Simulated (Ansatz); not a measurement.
C8O: geometry relaxation (part 2 of 3)

Continued. System: C8O (slab, 9 atoms in the cell). Method: DFT PBE+D3(BJ), scalar-relativistic, plane waves, PAW, no spin polarisation (Ansatz 0.2.0); cutoff 420 eV, 12×12×1 k-mesh, Gaussian smearing of 0.1 eV. The structure derives from a Materials Project entry. The input holds or restrains some coordinates. Forces given for the steps count only the free coordinates. It belongs to a series of runs on one base structure; here: O put at a hollow C-C site.

Geometry of the input (Å; fractional positions):
```
2.4655  0.0000  0.0000
-1.2328  2.1341  0.0000
0.0000  0.0000  29.1985
C  0.0833  0.1666  0.2911
C  0.4167  0.8334  0.2911
C  0.5833  0.1666  0.4075
C  0.9167  0.8334  0.4075
C  0.0833  0.1666  0.5240
C  0.4167  0.8334  0.5240
C  0.5833  0.1666  0.6404
C  0.9167  0.8334  0.6404
O  0.2500  0.5000  0.6075
```

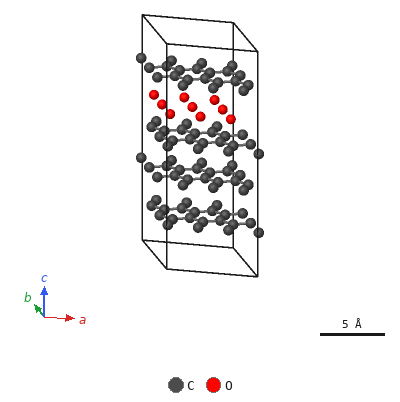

The geometry at step 9 of the log (ball-and-stick view of the 3 × 3 repeat of the cell, with the vacuum cut short, seen slightly off an axis).

### Log, continued
```
SCF iter   1: F=—  HF=-2566.783960 eV  |F-HF|=—  |Δ(HF+E_count)|=         —  Δρ=3.35e-2  dr2=5.04e1  ethr=1.77e-3  p=-0.071 e·Å  D=-8.41e-2 V/Å  ΔV_dip=2.45 eV  dr2_dipole=2.43e1  V_vac-E_F(+/−)=5.12/2.67 eV  ⟨swp⟩=9.3  Hψ=7431  notcnv=0  defer=16
efield: sawtooth ramp at fractional position 0.9458 (placed from the atoms, in the widest stretch of the axis that holds none; the zero of the levels goes with the place), width 0.0400; the density the first Hamiltonian is built on has a dipole p = -0.071 e·Å; the dipole correction subtracts the counter field D = -8.41e-2 V/Å, which shifts the + side's vacuum level by +2.45 eV against the − side's; the planar-averaged density in the ramp window peaks in size at 7.3e-5 e/Å³
preconditioner: auto → LDOS  [metal: Δε(μ)=0.011 eV  Ē_g=15.166 eV  σ=0.100 eV  W_gap=0.06  n_scr=20 (ndim 8)  ℏωp=18.5 eV  f_vac=0.530  D(μ)=4.00/eV (n_scr^D=20)  β→1.0]
SCF iter   2: F=—  HF=-2566.008203 eV  |F-HF|=—  |Δ(HF+E_count)|=   7.76e-1  Δρ=1.31e-2  dr2=2.85e0  ethr=1.77e-3  p=-0.027 e·Å  D=-3.20e-2 V/Å  ΔV_dip=0.93 eV  dr2_dipole=1.05e0  V_vac-E_F(+/−)=4.18/3.25 eV  ⟨swp⟩=3.5  Hψ=2330  notcnv=0  defer=120
SCF iter   3: F=—  HF=-2565.928286 eV  |F-HF|=—  |Δ(HF+E_count)|=   7.99e-2  Δρ=9.53e-3  dr2=3.48e0  ethr=1.77e-3  p=-0.025 e·Å  D=-2.99e-2 V/Å  ΔV_dip=0.87 eV  dr2_dipole=1.81e0  V_vac-E_F(+/−)=3.80/2.92 eV  ⟨swp⟩=3.1  Hψ=2125  notcnv=0  defer=142
SCF iter   4: F=—  HF=-2565.840149 eV  |F-HF|=—  |Δ(HF+E_count)|=   8.81e-2  Δρ=5.66e-3  dr2=7.79e-1  ethr=1.77e-3  p=-0.014 e·Å  D=-1.70e-2 V/Å  ΔV_dip=0.50 eV  dr2_dipole=3.56e-1  V_vac-E_F(+/−)=3.67/3.18 eV  ⟨swp⟩=2.6  Hψ=1717  notcnv=0  defer=133
SCF iter   5: F=—  HF=-2565.810269 eV  |F-HF|=—  |Δ(HF+E_count)|=   2.99e-2  Δρ=3.24e-3  dr2=5.11e-1  ethr=1.77e-3  p=-0.012 e·Å  D=-1.38e-2 V/Å  ΔV_dip=0.40 eV  dr2_dipole=2.74e-1  V_vac-E_F(+/−)=3.74/3.34 eV  ⟨swp⟩=1.8  Hψ=1377  notcnv=0  defer=133
SCF iter   6: F=—  HF=-2565.783397 eV  |F-HF|=—  |Δ(HF+E_count)|=   2.69e-2  Δρ=3.85e-3  dr2=4.00e-1  ethr=1.34e-3  p=0.004 e·Å  D=4.73e-3 V/Å  ΔV_dip=-0.14 eV  dr2_dipole=1.90e-1  V_vac-E_F(+/−)=3.24/3.38 eV  ⟨swp⟩=2.9  Hψ=1609  notcnv=0  defer=131
SCF iter   7: F=—  HF=-2565.758972 eV  |F-HF|=—  |Δ(HF+E_count)|=   2.44e-2  Δρ=2.61e-3  dr2=2.99e-1  ethr=1.05e-3  p=0.015 e·Å  D=1.73e-2 V/Å  ΔV_dip=-0.51 eV  dr2_dipole=1.51e-1  V_vac-E_F(+/−)=3.30/3.81 eV  ⟨swp⟩=2.0  Hψ=1435  notcnv=0  defer=122
SCF iter   8: F=—  HF=-2565.743365 eV  |F-HF|=—  |Δ(HF+E_count)|=   1.56e-2  Δρ=1.48e-3  dr2=7.78e-2  ethr=7.87e-4  p=0.025 e·Å  D=2.89e-2 V/Å  ΔV_dip=-0.84 eV  dr2_dipole=4.27e-2  V_vac-E_F(+/−)=3.07/3.92 eV  ⟨swp⟩=2.1  Hψ=1481  notcnv=0  defer=121
SCF iter   9: F=—  HF=-2565.737685 eV  |F-HF|=—  |Δ(HF+E_count)|=   5.68e-3  Δρ=6.26e-4  dr2=2.66e-3  ethr=2.05e-4  p=0.037 e·Å  D=4.35e-2 V/Å  ΔV_dip=-1.27 eV  dr2_dipole=2.69e-5  V_vac-E_F(+/−)=3.07/4.34 eV  ⟨swp⟩=2.0  Hψ=1407  notcnv=0  defer=124
SCF iter  10: F=—  HF=-2565.737546 eV  |F-HF|=—  |Δ(HF+E_count)|=   1.39e-4  Δρ=7.18e-4  dr2=4.70e-3  ethr=7.01e-6  p=0.037 e·Å  D=4.36e-2 V/Å  ΔV_dip=-1.27 eV  dr2_dipole=1.93e-3  V_vac-E_F(+/−)=3.06/4.33 eV  ⟨swp⟩=2.3  Hψ=1693  notcnv=0  defer=120
SCF iter  11: F=—  HF=-2565.738036 eV  |F-HF|=—  |Δ(HF+E_count)|=   4.90e-4  Δρ=6.57e-4  dr2=1.02e-2  ethr=7.01e-6  p=0.032 e·Å  D=3.82e-2 V/Å  ΔV_dip=-1.11 eV  dr2_dipole=5.01e-3  V_vac-E_F(+/−)=3.09/4.21 eV  ⟨swp⟩=1.9  Hψ=1229  notcnv=0  defer=121  recentre
SCF iter  12: F=—  HF=-2565.737437 eV  |F-HF|=—  |Δ(HF+E_count)|=   5.99e-4  Δρ=3.63e-4  dr2=2.69e-3  ethr=7.01e-6  p=0.034 e·Å  D=3.98e-2 V/Å  ΔV_dip=-1.16 eV  dr2_dipole=1.35e-3  V_vac-E_F(+/−)=3.10/4.26 eV  ⟨swp⟩=1.6  Hψ=1304  notcnv=0  defer=120
SCF iter  13: F=—  HF=-2565.737302 eV  |F-HF|=—  |Δ(HF+E_count)|=   1.34e-4  Δρ=1.23e-4  dr2=2.97e-4  ethr=7.01e-6  p=0.035 e·Å  D=4.13e-2 V/Å  ΔV_dip=-1.21 eV  dr2_dipole=1.04e-4  V_vac-E_F(+/−)=3.09/4.30 eV  ⟨swp⟩=1.0  Hψ=1303  notcnv=0  defer=119
SCF iter  14: F=—  HF=-2565.737286 eV  |F-HF|=—  |Δ(HF+E_count)|=   1.65e-5  Δρ=5.37e-5  dr2=4.10e-5  ethr=7.82e-7  p=0.035 e·Å  D=4.18e-2 V/Å  ΔV_dip=-1.22 eV  dr2_dipole=1.82e-6  V_vac-E_F(+/−)=3.08/4.31 eV  ⟨swp⟩=1.0  Hψ=1072  notcnv=0  defer=119
SCF iter  15: F=-2565.737277 eV  HF=-2565.737281 eV  |F-HF|=4.74e-6  |Δ(HF+E_count)|=   4.34e-6  Δρ=1.80e-5  dr2=4.90e-6  ethr=5.92e-8  p=0.036 e·Å  D=4.18e-2 V/Å  ΔV_dip=-1.22 eV  dr2_dipole=9.88e-8  V_vac-E_F(+/−)=3.08/4.31 eV  ⟨swp⟩=31.8  Hψ=13371  notcnv=0
SCF 1 converged in 15 iterations: F = -2565.737277 eV  dr2 = 4.90e-6
  greatest PAW one-centre occupation: 0.904 electrons in one spin orbital (limit 2), on the O atom at site 8 (counted from 0), in its partial waves of l = 0
relax step   1: F+E_penalty+E_count = -2565.73727660 eV  Δ(F+E_penalty+E_count) = +0.000e0 eV  max|allowed force component| = 1.275e1 eV/Å  Δτ_max = 0.0000 Å  (15 SCF iters, dr2 threshold 2.25e-5 eV, accepted)
Initial density: handed on by an earlier stage of this run
Initial wavefunctions: those handed on with the density
SCF iter   1: F=—  HF=-2568.526351 eV  |F-HF|=—  |Δ(HF+E_count)|=         —  Δρ=4.20e-2  dr2=1.71e0  ethr=3.10e-3  p=0.036 e·Å  D=4.18e-2 V/Å  ΔV_dip=-1.22 eV  dr2_dipole=6.77e-2  V_vac-E_F(+/−)=2.99/4.21 eV  ⟨swp⟩=5.2  Hψ=4823  notcnv=0  defer=63
efield: sawtooth ramp at fractional position 0.9458 (handed on by an earlier solve), width 0.0400; the density the first Hamiltonian is built on has a dipole p = 0.036 e·Å; the dipole correction subtracts the counter field D = 4.18e-2 V/Å, which shifts the + side's vacuum level by -1.22 eV against the − side's; the planar-averaged density in the ramp window peaks in size at 2.7e-6 e/Å³
preconditioner: auto → LDOS  [insulator: Δε(μ)=0.197 eV  Ē_g=14.853 eV  σ=0.100 eV  W_gap=0.71  n_scr=20 (ndim 8)  ℏωp=18.5 eV  f_vac=0.525  D(μ)=0.27/eV (n_scr^D=4)  ε∞_Penn≈2.5  β→1.0]
SCF iter   2: F=—  HF=-2568.976901 eV  |F-HF|=—  |Δ(HF+E_count)|=   4.51e-1  Δρ=3.20e-2  dr2=1.49e1  ethr=3.10e-3  p=0.090 e·Å  D=1.06e-1 V/Å  ΔV_dip=-3.09 eV  dr2_dipole=4.67e0  V_vac-E_F(+/−)=2.35/5.44 eV  ⟨swp⟩=3.7  Hψ=2861  notcnv=0  defer=137  recentre
SCF iter   3: F=—  HF=-2568.116168 eV  |F-HF|=—  |Δ(HF+E_count)|=   8.61e-1  Δρ=1.53e-2  dr2=2.60e-1  ethr=3.10e-3  p=0.042 e·Å  D=4.91e-2 V/Å  ΔV_dip=-1.43 eV  dr2_dipole=1.98e-2  V_vac-E_F(+/−)=2.86/4.29 eV  ⟨swp⟩=3.3  Hψ=2513  notcnv=0  defer=109
SCF iter   4: F=—  HF=-2568.087084 eV  |F-HF|=—  |Δ(HF+E_count)|=   2.91e-2  Δρ=4.27e-3  dr2=7.55e-2  ethr=6.85e-4  p=0.052 e·Å  D=6.16e-2 V/Å  ΔV_dip=-1.80 eV  dr2_dipole=4.99e-5  V_vac-E_F(+/−)=2.48/4.28 eV  ⟨swp⟩=2.5  Hψ=1986  notcnv=0  defer=122
SCF iter   5: F=—  HF=-2568.074804 eV  |F-HF|=—  |Δ(HF+E_count)|=   1.23e-2  Δρ=1.21e-3  dr2=3.20e-3  ethr=1.99e-4  p=0.050 e·Å  D=5.88e-2 V/Å  ΔV_dip=-1.72 eV  dr2_dipole=3.75e-4  V_vac-E_F(+/−)=2.60/4.32 eV  ⟨swp⟩=2.1  Hψ=1880  notcnv=0  defer=123
SCF iter   6: F=—  HF=-2568.074663 eV  |F-HF|=—  |Δ(HF+E_count)|=   1.40e-4  Δρ=2.97e-4  dr2=2.56e-4  ethr=8.43e-6  p=0.051 e·Å  D=6.07e-2 V/Å  ΔV_dip=-1.77 eV  dr2_dipole=1.38e-5  V_vac-E_F(+/−)=2.55/4.33 eV  ⟨swp⟩=2.1  Hψ=1556  notcnv=0  defer=122
SCF iter   7: F=-2568.074653 eV  HF=-2568.074673 eV  |F-HF|=1.99e-5  |Δ(HF+E_count)|=   9.28e-6  Δρ=6.23e-5  dr2=2.19e-5  ethr=2.63e-7  p=0.052 e·Å  D=6.14e-2 V/Å  ΔV_dip=-1.79 eV  dr2_dipole=6.02e-6  V_vac-E_F(+/−)=2.53/4.32 eV  ⟨swp⟩=26.4  Hψ=14316  notcnv=0
SCF 2 converged in 7 iterations: F = -2568.074653 eV  dr2 = 2.19e-5
  greatest PAW one-centre occupation: 0.903 electrons in one spin orbital (limit 2), on the O atom at site 8 (counted from 0), in its partial waves of l = 0
relax step   2: F+E_penalty+E_count = -2568.07465279 eV  Δ(F+E_penalty+E_count) = -2.337e0 eV  max|allowed force component| = 7.168e0 eV/Å  Δτ_max = 0.1958 Å  (7 SCF iters, dr2 threshold 1.00e-4 eV, accepted)
[... from here on the SCF iterations and repeated set-up lines of each step are left out, up to the last step ...]
SCF 3 converged in 7 iterations: F = -2569.183201 eV  dr2 = 2.88e-5
relax step   3: F+E_penalty+E_count = -2569.18320099 eV  Δ(F+E_penalty+E_count) = -1.109e0 eV  max|allowed force component| = 8.032e-1 eV/Å  Δτ_max = 0.1919 Å  (7 SCF iters, dr2 threshold 1.00e-4 eV, accepted)
SCF 4 converged in 11 iterations: F = -2569.450882 eV  dr2 = 1.66e-6
relax step   4: F+E_penalty+E_count = -2569.45088198 eV  Δ(F+E_penalty+E_count) = -2.677e-1 eV  max|allowed force component| = 1.662e0 eV/Å  Δτ_max = 0.2000 Å  (11 SCF iters, dr2 threshold 4.03e-5 eV, accepted)
SCF 5 converged in 9 iterations: F = -2570.001726 eV  dr2 = 7.26e-6
relax step   5: F+E_penalty+E_count = -2570.00172633 eV  Δ(F+E_penalty+E_count) = -5.508e-1 eV  max|allowed force component| = 1.760e0 eV/Å  Δτ_max = 0.1927 Å  (9 SCF iters, dr2 threshold 1.00e-4 eV, accepted)
SCF 6 converged in 7 iterations: F = -2570.416082 eV  dr2 = 4.53e-5
relax step   6: F+E_penalty+E_count = -2570.41608224 eV  Δ(F+E_penalty+E_count) = -4.144e-1 eV  max|allowed force component| = 8.800e-1 eV/Å  Δτ_max = 0.1929 Å  (7 SCF iters, dr2 threshold 1.00e-4 eV, accepted)
SCF 7 converged in 8 iterations: F = -2570.606319 eV  dr2 = 3.23e-6
relax step   7: F+E_penalty+E_count = -2570.60631930 eV  Δ(F+E_penalty+E_count) = -1.902e-1 eV  max|allowed force component| = 2.155e-1 eV/Å  Δτ_max = 0.1982 Å  (8 SCF iters, dr2 threshold 1.00e-4 eV, accepted)
SCF 8 converged in 9 iterations: F = -2570.651972 eV  dr2 = 2.20e-9
relax step   8: F+E_penalty+E_count = -2570.65197193 eV  Δ(F+E_penalty+E_count) = -4.565e-2 eV  max|allowed force component| = 1.291e-1 eV/Å  Δτ_max = 0.1436 Å  (9 SCF iters, dr2 threshold 2.90e-6 eV, accepted)
SCF 9 converged in 11 iterations: F = -2570.696950 eV  dr2 = 1.76e-9
relax step   9: F+E_penalty+E_count = -2570.69694978 eV  Δ(F+E_penalty+E_count) = -4.498e-2 eV  max|allowed force component| = 8.463e-2 eV/Å  Δτ_max = 0.2000 Å  (11 SCF iters, dr2 threshold 1.04e-6 eV, accepted)
SCF 10 converged in 10 iterations: F = -2570.726878 eV  dr2 = 8.20e-9
relax step  10: F+E_penalty+E_count = -2570.72687790 eV  Δ(F+E_penalty+E_count) = -2.993e-2 eV  max|allowed force component| = 5.505e-2 eV/Å  Δτ_max = 0.1919 Å  (10 SCF iters, dr2 threshold 2.57e-6 eV, accepted)
SCF 11 converged in 9 iterations: F = -2570.745799 eV  dr2 = 1.75e-7
relax step  11: F+E_penalty+E_count = -2570.74579877 eV  Δ(F+E_penalty+E_count) = -1.892e-2 eV  max|allowed force component| = 1.182e-1 eV/Å  Δτ_max = 0.1923 Å  (9 SCF iters, dr2 threshold 1.28e-6 eV, accepted)
SCF 12 converged in 11 iterations: F = -2570.756991 eV  dr2 = 5.56e-9
relax step  12: F+E_penalty+E_count = -2570.75699078 eV  Δ(F+E_penalty+E_count) = -1.119e-2 eV  max|allowed force component| = 1.411e-1 eV/Å  Δτ_max = 0.1933 Å  (11 SCF iters, dr2 threshold 5.92e-6 eV, accepted)
SCF 13 converged in 8 iterations: F = -2570.762035 eV  dr2 = 1.60e-6
relax step  13: F+E_penalty+E_count = -2570.76203461 eV  Δ(F+E_penalty+E_count) = -5.044e-3 eV  max|allowed force component| = 1.752e-2 eV/Å  Δτ_max = 0.1789 Å  (8 SCF iters, dr2 threshold 1.99e-5 eV, accepted)
SCF 14 converged in 3 iterations: F = -2570.762036 eV  dr2 = 4.98e-8
relax step  14: F+E_penalty+E_count = -2570.76203565 eV  Δ(F+E_penalty+E_count) = -1.046e-6 eV  max|allowed force component| = 1.751e-2 eV/Å  Δτ_max = 0.0000 Å  (3 SCF iters, accepted)
SCF 15 converged in 10 iterations: F = -2570.761916 eV  dr2 = 9.28e-10
relax step  15: F+E_penalty+E_count = -2570.76191607 eV  Δ(F+E_penalty+E_count) = +1.196e-4 eV  max|allowed force component| = 2.645e-2 eV/Å  Δτ_max = 0.0766 Å  (10 SCF iters, accepted)
SCF 16 converged in 9 iterations: F = -2570.762222 eV  dr2 = 9.26e-10
relax step  16: F+E_penalty+E_count = -2570.76222230 eV  Δ(F+E_penalty+E_count) = -3.062e-4 eV  max|allowed force component| = 2.897e-2 eV/Å  Δτ_max = 0.0402 Å  (9 SCF iters, accepted)
```
